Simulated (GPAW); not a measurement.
# Optical response of AgBr

Aim: the dielectric function of AgBr, and the optical constants that follow from it. The cell comes from an older database entry, whose edges can differ from later determinations, mostly by under a per cent.

Method: DFT, LDA, plane-wave PAW (GPAW data sets), scalar-relativistic, RPA, optical limit, in GPAW 26.7.0.

The database entry behind the starting cell differs from later determinations by our own check (about 0.6 % short of the room-temperature cell), so it need not match the best structure at ambient conditions.

## (1) Set-up

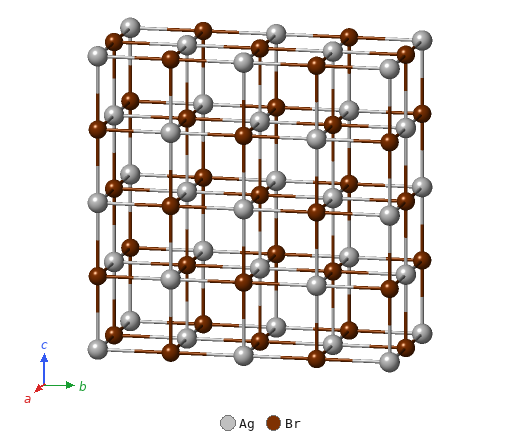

Start, viewed slightly off an axis; silver light grey, bromine brown. 1×2×2 cells are drawn. This picture shows the conventional cell, with its axes. Some periodic images of atoms are drawn too.

Structure file:

```cif
data_structure
_symmetry_space_group_name_H-M 'Fm-3m'
_symmetry_Int_Tables_number 225
_cell_length_a 5.7403
_cell_length_b 5.7403
_cell_length_c 5.7403
_cell_angle_alpha 90.000
_cell_angle_beta 90.000
_cell_angle_gamma 90.000
_cell_volume 189.15
loop_
_atom_site_label
_atom_site_type_symbol
_atom_site_symmetry_multiplicity
_atom_site_Wyckoff_symbol
_atom_site_fract_x
_atom_site_fract_y
_atom_site_fract_z
_atom_site_occupancy
Ag1 Ag 4 a 0.00000 0.00000 0.00000 1
Br1 Br 4 b 0.50000 0.00000 0.00000 1
```

## (2) Ground state

The self-consistent density comes first; it also tells whether there is a gap, which decides the occupations and the need for a Drude term.

This step: DFT, LDA, plane-wave PAW (GPAW data sets), scalar-relativistic, ground state (GPAW 26.7.0).

gs.py

```python
from ase import Atoms
from ase.dft.bandgap import bandgap
from gpaw import GPAW, PW, FermiDirac

atoms = Atoms(['Ag', 'Br'],
              cell=[[0.000000000000, 2.870150000000, 2.870150000000],
                    [2.870150000000, 0.000000000000, 2.870150000000],
                    [2.870150000000, 2.870150000000, 0.000000000000]],
              scaled_positions=[[0.000000000000, 0.000000000000, 0.000000000000],
                                [0.500000000000, 0.500000000000, 0.500000000000]],
              pbc=[True, True, True])
atoms.calc = GPAW(mode=PW(450), xc='LDA', kpts={'size': (7, 7, 7), 'gamma': True},
                  occupations=FermiDirac(0.05), maxiter=150, txt='gs.txt')
print('energy (eV)', atoms.get_potential_energy())
print('Fermi level (eV)', atoms.calc.get_fermi_level())
print('valence electrons', atoms.calc.get_number_of_electrons())
print('gap (eV)', bandgap(atoms.calc, output=None)[0])
print('direct gap (eV)', bandgap(atoms.calc, direct=True, output=None)[0])
atoms.calc.write('gs.gpw')
```

Command:

```bash
$ OMP_NUM_THREADS=1 python gs.py
```

Numbers of over 12 decimals in the logs are rounded to 6 here.

Log:

```text
__  _  _
 | _ |_)|_||  |
 |__||  | ||/\| - 26.7.0

Versions:
  Python: 3.12.14
  ASE:    3.29.0
  Numpy:  2.5.5
  Scipy:  1.18.1
  Libxc:  7.0.0

Input parameters:
  mode=PW(ecut=450.000000),
  kpts=MonkhorstPack(size=(7, 7, 7), gamma=True),
  maxiter=150,
  occupations=Occupations(name='fermi-dirac', width=0.05, fixmagmom=False),
  xc=XC(name='LDA')

Diagonalizing LCAO Hamiltonian
Converting LCAO to pw mode

                Br

       Ag

Atoms  # Å, Bohr magnetons
|   | symbol |        x |        y |        z |    initial magnetic moments |
| 0 |     Ag | 0.000000 | 0.000000 | 0.000000 | ( 0.0000,  0.0000,  0.0000) |
| 1 |     Br | 2.870150 | 2.870150 | 2.870150 | ( 0.0000,  0.0000,  0.0000) |

Unit cell  # Å
| periodic |        x |        y |        z |  lengths |    angles |
|      yes | 0.000000 | 2.870150 | 2.870150 | 4.059005 | 60.000000 |
|      yes | 2.870150 | 0.000000 | 2.870150 | 4.059005 | 60.000000 |
|      yes | 2.870150 | 2.870150 | 0.000000 | 4.059005 | 60.000000 |

Number of symmetries: 48
Symmetry operations  # r_c * U_cc + t_c -> r_c
|    | kind |            matrix            |
|  0 |  σ   |  1, 0, 0,  1, 0,-1,  1,-1, 0 |
|  1 |  C2  |  1, 0, 0,  1,-1, 0,  1, 0,-1 |
|  2 |  E   |  1, 0, 0,  0, 1, 0,  0, 0, 1 |
|  3 |  σ   |  1, 0, 0,  0, 0, 1,  0, 1, 0 |
|  4 |  C4  |  1, 0,-1,  1, 0, 0,  1,-1, 0 |
|  5 |  S6  |  1, 0,-1,  1,-1, 0,  1, 0, 0 |
|  6 |  σ   |  1, 0,-1,  0, 1,-1,  0, 0,-1 |
|  7 |  C3  |  1, 0,-1,  0, 0,-1,  0, 1,-1 |
|  8 |  S6  |  1,-1, 0,  1, 0, 0,  1, 0,-1 |
|  9 |  C4  |  1,-1, 0,  1, 0,-1,  1, 0, 0 |
| 10 |  C3  |  1,-1, 0,  0,-1, 1,  0,-1, 0 |
| 11 |  σ   |  1,-1, 0,  0,-1, 0,  0,-1, 1 |
| 12 |  σ   |  0, 1, 0,  1, 0, 0,  0, 0, 1 |
| 13 |  C4  |  0, 1, 0,  0, 1,-1, -1, 1, 0 |
| 14 |  C3  |  0, 1, 0,  0, 0, 1,  1, 0, 0 |
| 15 |  S6  |  0, 1, 0, -1, 1, 0,  0, 1,-1 |
| 16 |  C2  |  0, 1,-1,  1, 0,-1,  0, 0,-1 |
| 17 |  σ   |  0, 1,-1,  0, 1, 0, -1, 1, 0 |
| 18 |  S4  |  0, 1,-1,  0, 0,-1,  1, 0,-1 |
| 19 |  C4  |  0, 1,-1, -1, 1, 0,  0, 1, 0 |
| 20 |  C3  |  0, 0, 1,  1, 0, 0,  0, 1, 0 |
| 21 |  σ   |  0, 0, 1,  0, 1, 0,  1, 0, 0 |
| 22 |  S6  |  0, 0, 1,  0,-1, 1, -1, 0, 1 |
| 23 |  C4  |  0, 0, 1, -1, 0, 1,  0,-1, 1 |
| 24 |  S4  |  0, 0,-1,  1, 0,-1,  0, 1,-1 |
| 25 |  C3  |  0, 0,-1,  0, 1,-1,  1, 0,-1 |
| 26 |  C2  |  0, 0,-1,  0,-1, 0, -1, 0, 0 |
| 27 |  S6  |  0, 0,-1, -1, 0, 0,  0,-1, 0 |
| 28 |  S4  |  0,-1, 1,  1,-1, 0,  0,-1, 0 |
| 29 |  C4  |  0,-1, 1,  0, 0, 1, -1, 0, 1 |
| 30 |  C2  |  0,-1, 1,  0,-1, 0,  1,-1, 0 |
| 31 |  σ   |  0,-1, 1, -1, 0, 1,  0, 0, 1 |
| 32 |  C3  |  0,-1, 0,  1,-1, 0,  0,-1, 1 |
| 33 |  S6  |  0,-1, 0,  0, 0,-1, -1, 0, 0 |
| 34 |  S4  |  0,-1, 0,  0,-1, 1,  1,-1, 0 |
| 35 |  C2  |  0,-1, 0, -1, 0, 0,  0, 0,-1 |
| 36 |  C2  | -1, 1, 0,  0, 1, 0,  0, 1,-1 |
| 37 |  S6  | -1, 1, 0,  0, 1,-1,  0, 1, 0 |
| 38 |  S4  | -1, 1, 0, -1, 0, 1, -1, 0, 0 |
| 39 |  C3  | -1, 1, 0, -1, 0, 0, -1, 0, 1 |
| 40 |  S6  | -1, 0, 1,  0, 0, 1,  0,-1, 1 |
| 41 |  C2  | -1, 0, 1,  0,-1, 1,  0, 0, 1 |
| 42 |  C3  | -1, 0, 1, -1, 1, 0, -1, 0, 0 |
| 43 |  S4  | -1, 0, 1, -1, 0, 0, -1, 1, 0 |
| 44 |  C2  | -1, 0, 0,  0, 0,-1,  0,-1, 0 |
| 45 |  i   | -1, 0, 0,  0,-1, 0,  0, 0,-1 |
| 46 |  σ   | -1, 0, 0, -1, 1, 0, -1, 0, 1 |
| 47 |  C2  | -1, 0, 0, -1, 0, 1, -1, 1, 0 |

BZ-sampling:
  Number of BZ points: 343
  Number of IBZ points: 20

  Monkhorst-Pack size: [7, 7, 7]
  Monkhorst-Pack shift: [0, 0, 0]

K-points  # in reciprocal-cell coordinates
|     |                                coordinates |     weight |
|   0 | (  0.00000000,   0.00000000,   0.00000000) | 0.00291545 |
|   1 | (  0.14285714,   0.14285714,   0.00000000) | 0.01749271 |
|   2 | (  0.14285714,   0.14285714,   0.14285714) | 0.02332362 |
|   3 | (  0.28571429,   0.14285714,   0.14285714) | 0.03498542 |
|   4 | (  0.28571429,   0.28571429,   0.00000000) | 0.01749271 |
|   5 | (  0.28571429,   0.28571429,   0.14285714) | 0.06997085 |
|   6 | (  0.28571429,   0.28571429,   0.28571429) | 0.02332362 |
|   7 | (  0.42857143,  -0.28571429,  -0.28571429) | 0.03498542 |
|   8 | (  0.42857143,   0.28571429,  -0.42857143) | 0.13994169 |
|   9 | (  0.42857143,   0.28571429,  -0.28571429) | 0.06997085 |
| ... |                                            |            |
|  19 | (  0.42857143,   0.42857143,   0.42857143) | 0.02332362 |

Plane wave coefficients: 1032
Cutoff: 450.000000 eV

Spin-components: 1 (collinear spins)
Bands:           16
Projectors:      11
Spin-degeneracy: 2
Datatype:        complex128

Parallelization:
  kpt:    1
  domain: 1
  band:   1

Density:
  Valence electrons: 24.0
  Components: 1
  Grid points: [20 20 20]
  Charge: 0.0  # |e|

Potential:
  Grid points: [20 20 20]

species:
  Ag:
    name:    Silver
    id:
    Z:       47.0
    valence: 17
    core:    30
    charge:  0.0  # [|e|]
    compensation charges:
      type: gauss
      rc: 0.40  # [Å]
      lmax: 2
    cutoffs:
      filter: 2.35  # [Å]
      core: 2.19  # [Å]
    projectors
    | kind |    occ | energy [eV] | rcut [Å] |
    |   5s |  1.000 |      -4.708 |    1.286 |
    |   4p |  6.000 |     -58.678 |    1.328 |
    |   5p |  0.000 |      -0.844 |    1.328 |
    |   4d | 10.000 |      -7.664 |    1.180 |
    |    s |        |      22.503 |    1.286 |
    |    d |        |      19.547 |    1.180 |

    Using partial waves for Ag as LCAO basis

  Br:
    name:    Bromine
    id:
    Z:       35.0
    valence: 7
    core:    28
    charge:  0.0  # [|e|]
    compensation charges:
      type: gauss
      rc: 0.35  # [Å]
      lmax: 2
    cutoffs:
      filter: 1.98  # [Å]
      core: 2.38  # [Å]
    projectors
    | kind |    occ | energy [eV] | rcut [Å] |
    |   4s |  2.000 |     -20.306 |    1.111 |
    |   4p |  5.000 |      -8.003 |    1.111 |
    |    s |        |       6.906 |    1.111 |
    |    p |        |      19.208 |    1.111 |
    |    d |        |       0.000 |    1.111 |

    Using partial waves for Br as LCAO basis

Reference energy: -215277.076642  # eV

eigensolver:
  PPCG
  Converge bands: occupied
  niter=2

density mixing:
  MSR1-Mixer
  Pratt-step length: 0.05
  Maximum mixing coefficient: 0.75
  Old densities: 10
  SVD Regularization: 0.005
  Good broyden scale: 1.0
  Trust region scale: 1.0
  Backstep threshold: 4.0
  History deletion threshold: 6.0
  Fourier metric: weight=20.0, sigma=0.015

occupation numbers:
  Fermi-Dirac:
    width: 0.0500  # eV

poisson solver:
  ecut: 3600.000000  # eV

xc functional:
  name: None

convergence criteria:
- Maximum [total energy] change in last 3 cyles: 0.0005 eV / valence electron
- Maximum integral of absolute [dens]ity change: 0.0001 electrons / valence electron
- Maximum integral of absolute [eigenst]ate change: 4e-08 eV^2 / valence electron
maximum number of iterations: 150

SCF iterations
|iter     |      energy | eigst |  dens |
|iter:   1||   -6.556941 | -0.70 |       |
|iter:   2||   -6.534392 | -2.92 | -1.65 |
|iter:   3||   -6.460168 | -2.05 | -1.69 |
|iter:   4||   -6.457531 | -3.88 | -2.08 |
|iter:   5||   -6.456939c| -4.28 | -2.47 |
|iter:   6||   -6.456945c| -6.13 | -3.27 |
|iter:   7||   -6.456946c| -7.33 | -3.81 |
|iter:   8||   -6.456946c| -7.80c| -5.09c|

Converged in 8 steps
SCF loop duration: 3.522 s (0.440 s/step)
Energy contributions relative to reference atoms: (reference = -215277.076642)

Energy contributions:
  Kinetic:           5.706346
  Coulomb:          -5.821433
  Zero:              0.001921
  External:          0.000000
  Xc:               -6.343664
  Entropy:          -0.000231
  Spinorbit:         0.000000
  ----------------------------
  Free energy:      -6.457061
  Extrapolated:     -6.456946

dipole moment: (-17.674378, -17.674378, -17.674378)  # |e|*Ang

Fermi level: 4.084
Eigenvalues  # (at kpt = [0.000, 0.000, 0.000])
| band index |      eig [eV] | occ [0-2] |
|          0 |       -49.736 |     2.000 |
|        ... |               |           |
|          4 |         0.991 |     2.000 |
|          5 |         0.991 |     2.000 |
|          6 |         0.992 |     2.000 |
|          7 |         0.992 |     2.000 |
|          8 |         0.992 |     2.000 |
|          9 |         1.892 |     2.000 |
|         10 |         1.892 |     2.000 |
|         11 |         1.892 |     2.000 |
|         12 |         4.213 |     0.142 |
|         13 |        13.700 |     0.000 |
|         14 |        13.700 |     0.000 |
|         15 |        13.700 |     0.000 |

Gap: 0.440 eV
Transition (v -> c):
  (s=0, k=19, n=11, [0.43, 0.43, 0.43]) -> (s=0, k=0, n=12, [0.00, 0.00, 0.00])
Direct/indirect transitions are different
Direct gap: 2.321 eV
Transition at: (s=0, k=0, n=11, [0.00, 0.00, 0.00])

--- standard output ---
energy (eV) -6.456946
Fermi level (eV) 4.083956
valence electrons 24.0
gap (eV) 0.440050
direct gap (eV) 2.320934
```

The job ended after 5.2 s (1 thread of Arm Neoverse V1, shared host; peak memory 0.13 GiB).

This step gave:

- energy: -6.457 eV
- Fermi energy: 4.084 eV
- gap on the k-mesh: 0.4400 eV
- direct gap on the mesh: 2.321 eV
- electrons: 24

There is a gap, 0.44 eV on this mesh (points off the mesh can give less), so no carriers' term is needed.

## (3) Bands for the response

The response needs many more empty bands than the density does.

This step: DFT, LDA, plane-wave PAW (GPAW data sets), scalar-relativistic, bands at fixed density (GPAW 26.7.0).

nscf.py

```python
from ase.dft.bandgap import bandgap
from gpaw import GPAW, FermiDirac

calc = GPAW('gs.gpw').fixed_density(kpts={'size': (12, 12, 12), 'gamma': True}, nbands=43, convergence={'bands': 37},
                                    occupations=FermiDirac(0.001), txt='nscf.txt')
print('gap (eV)', bandgap(calc, output=None)[0])
print('direct gap (eV)', bandgap(calc, direct=True, output=None)[0])
print('top band over the Fermi level (eV)', min(calc.get_eigenvalues(kpt=k)[36] for k in range(len(calc.get_ibz_k_points()))) - calc.get_fermi_level())
calc.write('full.gpw', mode='all')
```

Command:

```bash
$ OMP_NUM_THREADS=1 python nscf.py
```

Log:

```text
Diagonalizing LCAO Hamiltonian
Converting LCAO to pw mode
convergence criteria:
- Maximum integral of absolute [eigenst]ate change: 4e-08 eV^2 / valence electron
maximum number of iterations: 150

SCF iterations
|iter     |      energy | eigst |  dens |
|iter:   1||             | +3.36 |       |
|iter:   2||             | +1.88 |       |
|iter:   3||             | +0.85 |       |
|iter:   4||             | -0.29 |       |
|iter:   5||             | -1.25 |       |
|iter:   6||             | -2.10 |       |
|iter:   7||             | -2.97 |       |
|iter:   8||             | -3.70 |       |
|iter:   9||             | -4.43 |       |
|iter:  10||             | -5.01 |       |
|iter:  11||             | -5.59 |       |
|iter:  12||             | -6.09 |       |
|iter:  13||             | -6.66 |       |
|iter:  14||             | -7.15 |       |
|iter:  15||             | -7.69c|       |
SCF steps: 15
  __  _  _
 | _ |_)|_||  |
 |__||  | ||/\| - 26.7.0

Versions:
  Python: 3.12.14
  ASE:    3.29.0
  Numpy:  2.5.5
  Scipy:  1.18.1
  Libxc:  7.0.0

Input parameters:
  mode=PW(ecut=450.000000),
  convergence={'bands': 37},
  gpts=array([20, 20, 20]),
  kpts=MonkhorstPack(size=(12, 12, 12), gamma=True),
  maxiter=150,
  nbands=43,
  occupations=Occupations(name='fermi-dirac', width=0.001, fixmagmom=False),
  parallel={},
  xc=XC(name='LDA')

--- standard output ---
gap (eV) 0.364833
direct gap (eV) 2.320934
top band over the Fermi level (eV) 31.863380
```

Elapsed: 60 s, on 1 thread; peak memory 0.2 GiB.

Read-outs, printed or worked out from the files:

* gap on the k-mesh: 0.3648 eV

## (4) Dielectric function, RPA

Transitions between filled and empty bands, summed over the zone, give the optical response, so mesh, band count and broadening shape it.

The induced potential is part of this response.

This step: DFT, LDA, plane-wave PAW (GPAW data sets), scalar-relativistic, RPA, optical limit (GPAW 26.7.0).

df.py

```python
from gpaw.response.df import DielectricFunction

df = DielectricFunction('full.gpw', frequencies={'type': 'nonlinear', 'domega0': 0.03, 'omega2': 8},
                        ecut=50,
                        eta=0.2,
                        nbands=37,
                        txt='df.txt')
for direction in ['x']:
    df.get_dielectric_function(xc='RPA', direction=direction, filename=f'df_{direction}.csv')
```

Command:

```bash
$ OMP_NUM_THREADS=1 python df.py
```

Log:

```text
Using integrator: PointIntegrator
NonLinearFrequencyDescriptor(from 0.000 to 92.916 eV, 534 points)
Nonperiodic BCs:  [False False False]
Using integrator: PointIntegrator
NonLinearFrequencyDescriptor(from 0.000 to 92.916 eV, 534 points)
Nonperiodic BCs:  [False False False]

Calculating chi0 body with:
    Ground state adapter containing:
    Number of spins: 1
    Number of kpoints: 1728
    Number of irreducible kpoints: 72
    Number of completely occupied states: 12
    Number of partially occupied states: 12

    Linear response parametrization:
    q_c: [0.0, 0.0, 0.0]
    Number of frequency points: 534
    Planewave cutoff: 50.0
    Number of bands: 37
    Number of planewaves: 27
    Broadening (eta): 0.2

Integrating chi0 body.

Symmetries of q_c:
    Direct symmetries (Uq -> q): 48
    Indirect symmetries (TUq -> q): 0
In total 48 allowed symmetries.

72 groups of equivalent kpoints. 95.833333% reduction.

Integral kind: spectral function

Calculating chi0 optical extensions with:
    Ground state adapter containing:
    Number of spins: 1
    Number of kpoints: 1728
    Number of irreducible kpoints: 72
    Number of completely occupied states: 12
    Number of partially occupied states: 12

    Linear response parametrization:
    Number of frequency points: 534
    Planewave cutoff: 50.0
    Number of bands: 37
    Number of planewaves: 27
    Broadening (eta): 0.2
Integrating chi0 head and wings.

Symmetries of q_c:
    Direct symmetries (Uq -> q): 48
    Indirect symmetries (TUq -> q): 0
In total 48 allowed symmetries.

72 groups of equivalent kpoints. 95.833333% reduction.

Integral kind: spectral function wings
```

Run time: 9.3 s. Hardware: 1 thread; peak memory 0.24 GiB.

Read-outs, printed or worked out from the files:

| Quantity | Value |
| --- | --- |
| electronic dielectric constant ε∞, mean over x, y and z (by symmetry where fewer were run) | 6.276 |
| main peak of Im epsilon, first axis | 4.304 eV |

Some rows of df_x.csv (energy; Re and Im without local fields; Re and Im with them):

```text
0.000000, 6.695716, 0.000000, 6.276412, 0.000000
0.651243, 6.808174, 0.072187, 6.384758, 0.069628
1.347938, 7.234298, 0.189858, 6.796838, 0.184279
2.095014, 8.407953, 0.628730, 7.943470, 0.621580
2.898142, 9.645888, 2.846658, 9.095547, 2.858708
3.763875, 9.976987, 7.630825, 9.114956, 7.363421
4.699832, 0.672253, 8.779765, 0.381804, 8.405994
5.714917, 1.538920, 4.744522, 0.947857, 4.295129
6.819608, 1.678585, 4.451162, 1.222540, 3.803980
8.026317, 0.654625, 4.837213, 0.481916, 3.959098
9.349861, -0.018348, 3.676810, 0.251681, 2.895314
10.808071, -0.593608, 2.790767, -0.160233, 2.207092
12.422601, -0.924079, 1.492656, -0.437723, 1.638788
14.220012, 0.021132, 0.933318, 0.102149, 0.844381
16.233242, 0.136745, 0.861343, 0.242363, 0.731775
18.503643, 0.300414, 0.825026, 0.557621, 0.575654
21.083856, 0.238371, 0.512542, 0.394371, 0.636140
24.041937, 0.475571, 0.376721, 0.592897, 0.422418
27.467452, 0.508559, 0.291367, 0.634014, 0.423255
```

(Continued in part 2 of 2.)

[Machine, clock and banner lines and Python warnings are left out of the logs.]

[Logs are printed without paths, hosts, clocks, repeated set-up lines and the standing remarks that a program may print on its own settings, such as how far it seeks lower states.]

[Hosts, paths, dates, database ids (printed as entryN), source tags and the programs' standing remarks are cut or masked in the printed files.]
